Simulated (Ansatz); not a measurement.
# V2O5 (Pmmn): converging the G0W0 gap, part 2 of 2

How do accuracy and time trade against each other in G0W0 on V2O5 (Pmmn)?

Ansatz 0.2.0; G0W0 on LDA, plane waves, PAW. Known limits of the many-body steps: not at the basis limit; no spin polarisation; d states lean on the start; coarse k mesh.

So far. Step 4 (982 empty bands, screening to 180 eV): Against the run with 4×2×4 mesh, 456 empty bands, screening to 108 eV, the gap moves by +0.05 eV.

### 5. Changing the k mesh: 4×2×2 mesh, 456 empty bands, screening to 108 eV

Only the mesh changes. It samples the long-range screening, which converges on its own terms. Bands and cutoff differ from the step before, so it is read against an earlier run that matches them.

input.yaml reads:

```yaml
crystal:
  lattice:
    - [3.564, 0.0, 0.0]
    - [0.0, 11.512, 0.0]
    - [0.0, 0.0, 4.368]
  atoms:
    - { symbol: V, position: [0.0, 0.85118, 0.1083] }
    - { symbol: V, position: [0.0, 0.14882, 0.1083] }
    - { symbol: V, position: [0.5, 0.35118, 0.8917] }
    - { symbol: V, position: [0.5, 0.64882, 0.8917] }
    - { symbol: O, position: [0.0, 0.8543, 0.469] }
    - { symbol: O, position: [0.0, 0.1457, 0.469] }
    - { symbol: O, position: [0.5, 0.3543, 0.531] }
    - { symbol: O, position: [0.5, 0.6457, 0.531] }
    - { symbol: O, position: [0.0, 0.6811, 0.997] }
    - { symbol: O, position: [0.0, 0.3189, 0.997] }
    - { symbol: O, position: [0.5, 0.1811, 0.003] }
    - { symbol: O, position: [0.5, 0.8189, 0.003] }
    - { symbol: O, position: [0.0, 0.0, 0.999] }
    - { symbol: O, position: [0.5, 0.5, 0.001] }
kpoints:
  mp_grid: { grid: [4, 2, 2] }
hamiltonian:
  xc: lda
scf:
  occupations: { method: fixed }
gw:
  n_empty_bands: 456
  ecut_chi: 108
  qp_bands: [v4, c4]
  qp_kpoints: band_edges
  screening: { model: contour_deformation }
```

Run with:

```console
$ ansatz run input.yaml --threads 3 --pin off --max-ram 92160MiB --backend cuda --events-out ev --progress --plain --runs-dir out --devices 1 --max-vram 13GiB  # rebuilt from the run's record
```

Numbers of over 12 decimals in the logs are rounded to 6 here.

The program printed:

```text
GPUs: using 1 of 1 available (devices: 1).
[...]
GPU FFT provider: cuFFT
GPU libraries: cuBLAS 13.8.2, cuFFT 12.4.0, cuSOLVER 12.3.4
Crystal: 14 atoms, lattice volume = 179.214 Å³
Basis set: ecut = 420 eV, 3495 PW (Γ)
Bands: 70, of which v1, the nominal top of the filled ones, is band 56 counted from 1 (55 counted from 0)
Symmetry: 8 space group operations
[...]
k-points: 12 of 16
[...]
11    56      3.8515   -26.1018     4.6574   -21.2814  0.6933     3.6879     3.6886  root
    11    57      6.2231   -16.6591    -6.6244   -24.8596  0.6909     7.9027     7.7992  root ?
    11    58      6.2231   -16.6591    -6.6244   -24.8596  0.6909     7.9027     7.7992  root ?
    11    59      6.9017   -16.5217    -6.8790   -24.9987  0.6794     8.6198     8.4998  root ?
    11    60      6.9017   -16.5217    -6.8790   -24.9987  0.6794     8.6198     8.4998  root ?
[key lines of the parts left out:]
SCF converged after 11 iterations
Free energy (F): -17000.730188 eV
Fermi energy:    3.861734 eV
```

Wall time 24 s (1 × NVIDIA H100 80GB HBM3 (shared by 6 runs) with 3 threads of AMD EPYC 7R13 (Zen 3), shared host); peak memory 1.9 GiB; 45 s of CPU time.

This step gave:

| Property | Result |
| --- | --- |
| bands summed | 512 |
| RPA ε∞ on this mesh (eigenvalues) | 4.034, 5.998, 6.521 |
| plane waves in the screening matrix | 447 |
| G0W0 gap on the mesh | 3.525 eV |
| k of the valence top | -0.5, 0, -0.5 |
| k of the conduction bottom | 0, 0, 0 |
| starting gap on the mesh | 1.730 eV |
| least direct G0W0 gap on the computed points | 3.784 eV |

Against the run with 4×2×4 mesh, 456 empty bands, screening to 108 eV, the gap moves by −0.002 eV.

### 6. Changing the frequency model: 4×2×4 mesh, 982 empty bands, screening to 180 eV, plasmon pole

A plasmon pole stands in for the full frequency dependence of the screening; this run shows what that costs in accuracy. Bands and cutoff differ from the step before, so it is read against an earlier run that matches them.

input.yaml, as its differences from that of step 5:

```diff
@@ -21,3 +21,3 @@
 kpoints:
-  mp_grid: { grid: [4, 2, 2] }
+  mp_grid: { grid: [4, 2, 4] }
 hamiltonian:
@@ -27,6 +27,6 @@
 gw:
-  n_empty_bands: 456
-  ecut_chi: 108
+  n_empty_bands: 982
+  ecut_chi: 180.0
   qp_bands: [v4, c4]
   qp_kpoints: band_edges
-  screening: { model: contour_deformation }
+  screening: { model: godby_needs }
```

The program printed:

```text
GPUs: using 1 of 1 available (devices: 1).
[...]
GPU FFT provider: cuFFT
GPU libraries: cuBLAS 13.8.2, cuFFT 12.4.0, cuSOLVER 12.3.4
Crystal: 14 atoms, lattice volume = 179.214 Å³
Basis set: ecut = 420 eV, 3495 PW (Γ)
Bands: 70, of which v1, the nominal top of the filled ones, is band 56 counted from 1 (55 counted from 0)
Symmetry: 8 space group operations
[...]
k-points: 18 of 32
[...]
0    60      7.1661   -16.8584    -6.3617   -24.9138  0.7450     8.8852     8.8598  root
[...]
17    57      6.2197   -16.6365    -6.5751   -24.8612  0.7481     7.8839     7.8692  root
    17    58      6.2197   -16.6365    -6.5751   -24.8612  0.7481     7.8839     7.8692  root
    17    59      6.8969   -16.5280    -6.7420   -25.0003  0.7402     8.6294     8.6272  root
    17    60      6.8969   -16.5280    -6.7420   -25.0003  0.7402     8.6294     8.6272  root
[key lines of the parts left out:]
SCF converged after 11 iterations
Free energy (F): -17000.857985 eV
Fermi energy:    3.856133 eV
```

Run time: 3 min. Hardware: 1 × NVIDIA H100 80GB HBM3 (shared by 6 runs) with 3 threads; peak memory 7.3 GiB; 7 min of CPU time.

This step gave:

```yaml
bands_summed: 1038
plasmon_pole_fit_frequency: 29.35 eV
rpa_eps_infinity_on_this_mesh_eigenvalues: 3.734, 5.937, 6.457
plane_waves_in_the_screening_matrix: 979
g0w0_gap_on_the_mesh: 3.662 eV
k_of_the_valence_top: -0.5, 0, -0.5
k_of_the_conduction_bottom: 0, 0, 0
starting_gap_on_the_mesh: 1.731 eV
least_direct_g0w0_gap_on_the_computed_points: 3.942 eV
```

Against the run with 4×2×4 mesh, 982 empty bands, screening to 180 eV, the gap moves by +0.09 eV.

### 7. Changing the files and raising the bands: 4×2×4 mesh, 1456 empty bands, screening to 234 eV, hard PAW files

Other atomic data (hard PAW) test the pseudisation: the cutoff goes from 420 to 930 eV, with the same valence electrons. Bands and screening cutoff change too, so the step is no clean test of the files.

input.yaml, as its differences from that of step 6:

```diff
@@ -24,2 +24,3 @@
   xc: lda
+  pseudopotentials: { kind: paw, source: ansatz }
 scf:
@@ -27,6 +28,6 @@
 gw:
-  n_empty_bands: 982
-  ecut_chi: 180.0
+  n_empty_bands: 1456
+  ecut_chi: 234.0
   qp_bands: [v4, c4]
   qp_kpoints: band_edges
-  screening: { model: godby_needs }
+  screening: { model: contour_deformation }
```

The program printed:

```text
GPUs: using 1 of 1 available (devices: 1).
[...]
GPU FFT provider: cuFFT
GPU libraries: cuBLAS 13.8.2, cuFFT 12.4.0, cuSOLVER 12.3.4
Crystal: 14 atoms, lattice volume = 179.214 Å³
Basis set: ecut = 930 eV, 11481 PW (Γ)
Bands: 70, of which v1, the nominal top of the filled ones, is band 56 counted from 1 (55 counted from 0)
Symmetry: 8 space group operations
[...]
k-points: 18 of 32
[...]
0    60      7.1535   -16.8466    -6.9199   -24.8980  0.6602     8.3367     8.2851  root
[...]
17    57      6.2060   -16.6231    -7.0467   -24.8410  0.6821     7.4304     7.3772  root
    17    58      6.2060   -16.6231    -7.0467   -24.8410  0.6821     7.4304     7.3772  root
    17    59      6.8837   -16.5146    -7.2666   -24.9804  0.6710     8.1422     8.0829  root
    17    60      6.8837   -16.5146    -7.2666   -24.9804  0.6710     8.1422     8.0829  root
[key lines of the parts left out:]
SCF converged after 14 iterations
Free energy (F): -17001.019983 eV
Fermi energy:    3.841858 eV
```

The job ended after 8.7 min (1 × NVIDIA H100 80GB HBM3 (shared by 6 runs) with 3 threads; peak memory 12 GiB).

This step gave:

```yaml
bands_summed: 1512
rpa_eps_infinity_on_this_mesh_eigenvalues: 3.733, 5.930, 6.447
plane_waves_in_the_screening_matrix: 1471
g0w0_gap_on_the_mesh: 3.534 eV
k_of_the_valence_top: -0.5, 0, -0.5
k_of_the_conduction_bottom: 0, 0, 0
starting_gap_on_the_mesh: 1.732 eV
least_direct_g0w0_gap_on_the_computed_points: 3.787 eV
```

Against the run with 4×2×4 mesh, 982 empty bands, screening to 180 eV, the gap moves by −0.04 eV.

### 8. The runs together

Times are wall times on 1 × NVIDIA H100 80GB HBM3 (shared by 6 runs) with 3 threads of AMD EPYC 7R13 (Zen 3), shared host, good to a factor of about two.

```csv
mesh,files,frequency,bands summed,cutoff (eV),start (eV),G0W0 (eV),time,host memory (GiB)
4×2×4,default PAW,contour deformation,217,54,1.731,3.747,27 s,1.4
4×2×4,default PAW,contour deformation,512,108,1.731,3.526,53 s,2.3
4×2×4,default PAW,contour deformation,1038,180,1.731,3.571,3.3 min,4.9
4×2×2,default PAW,contour deformation,512,108,1.730,3.525,24 s,1.9
4×2×4,default PAW,plasmon pole,1038,180,1.731,3.662,3 min,7.3
4×2×4,hard PAW,contour deformation,1512,234,1.732,3.534,8.7 min,12
```

The parts of the quasiparticle energy at the two band edges (eV; QP = start + Σx + Σc − Vxc):

```
       run               edge  start      Σx     Σc     Vxc     Z    QP
 217 bands        valence top   3.86  -25.97   4.84  -21.20  0.70  3.93
 217 bands  conduction bottom   5.59  -15.75  -6.45  -24.28  0.71  7.67
 512 bands        valence top   3.86  -25.97   4.61  -21.20  0.69  3.70
 512 bands  conduction bottom   5.59  -15.75  -6.89  -24.28  0.70  7.23
1038 bands        valence top   3.86  -25.97   4.38  -21.20  0.69  3.47
1038 bands  conduction bottom   5.59  -15.75  -7.08  -24.28  0.70  7.04
```

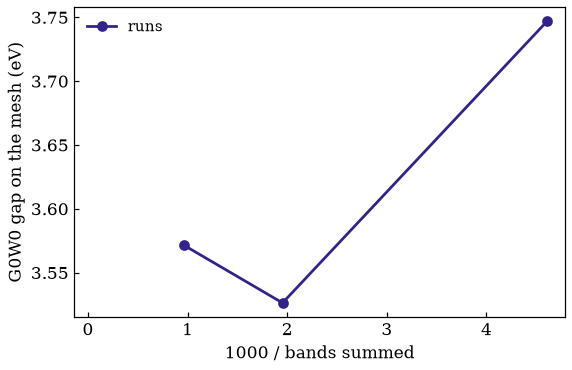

The gap against one over the number of bands.

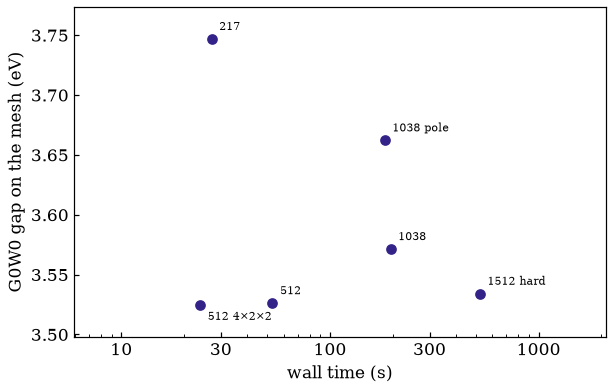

Result against wall time.

### 9. Outcome

```
217 bands, 54 eV   : 3.747 eV
512 bands, 108 eV  : 3.526 eV
1038 bands, 180 eV : 3.571 eV
mesh and start     : 4×2×4, LDA
```

What this shows: From 217 to 1038 bands the gap moves by −0.18 eV while the time grows 7.2-fold. Σc changes by −0.46 eV at the valence top and −0.64 eV at the conduction bottom, so the levels themselves move more than the gap between them. The gap turns back along the series, so no limit is drawn from it. On the 4×2×2 mesh in place of 4×2×4 the gap differs by −0.002 eV, of which −0.002 eV is already in the start. The plasmon-pole model gives +0.09 eV against contour deformation, 5 % of the correction, and saved no time in this program. With hard PAW files and 1512 bands the gap is 3.53 eV. The 4×2×4 mesh is coarse for this cell (its supercell is 14 Å along the shortest edge). The RPA ε∞ on it, from the LDA start, is 3.73, 5.94 and 6.46; such meshes misread the long-range screening, most where the gap is narrow. The runs have no spin polarisation. For a closed low-spin shell that is the natural state; where a d or f shell is open it is a constraint, and the gap is then not the crystal's own. With d states at the gap, one-shot GW leans hard on its start.

[Paths, hosts, dates, memory and timing lines, banners, echoed tables and standing remarks are left out of the program output.]

[Logs are printed without paths, hosts, clocks, repeated set-up lines and the standing remarks that a program may print on its own settings, such as how far it seeks lower states.]

[Runs of the session that timed out or met a known fault of the program may be left out.]

[Cells called generated may have been cut or substituted from an entry of the Crystallography Open Database or the Materials Project.]

[Hosts, paths, dates, database ids (printed as entryN), source tags and the programs' standing remarks are cut or masked in the printed files.]
